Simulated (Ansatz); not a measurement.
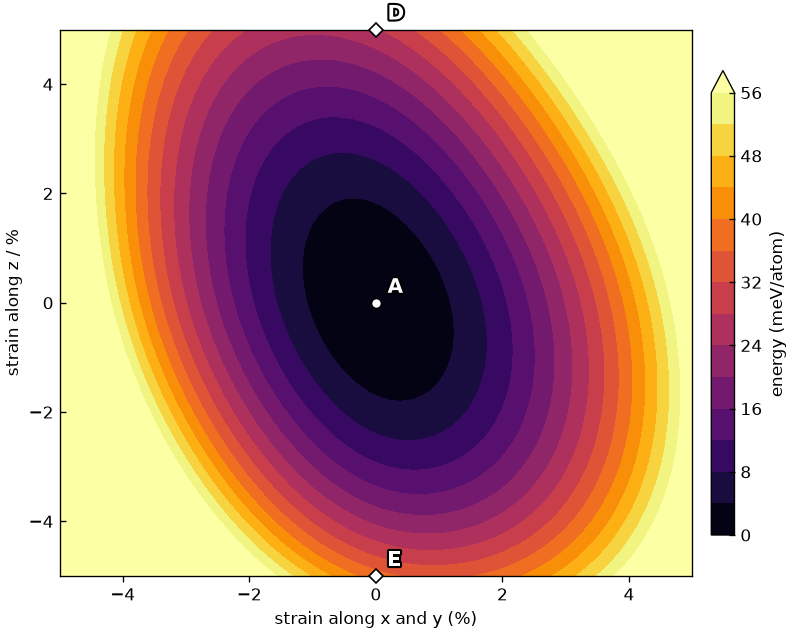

Al3Ni2 (P-3m1, No. 164; 5 atoms in the cell). The cell is strained homogeneously, by one strain along x and y and another along z, with fractional coordinates fixed (x along [1 0 0], z along [0 0 1] of the conventional cell). Coordinates scanned: (1) strain along x and y; (2) strain along z. The grid has 5 × 5 points. Points are written as (first, second). Energies: meV/atom, counted from the lowest grid point. The runs have no spin polarisation; a magnetic state may lie lower. Computed with Ansatz, DFT PBEsol, scalar-relativistic, plane waves, PAW. Settings: cutoff 420 eV, k-mesh 12×12×10 in the order of the run's cell vectors, gaussian smearing 0.15 eV, no spin polarisation.

The picture shows filled contours, one colour for all values above the top of the scale, lettered points. Between grid points the surface is interpolated.

Is E the lowest point of the computed grid?

No. E lies 38 meV/atom above the lowest grid point, which is at (0.0 %, 0.0 %).

Rank the lettered points by energy, lowest first.

A (0 meV/atom), D (28 meV/atom), E (38 meV/atom).
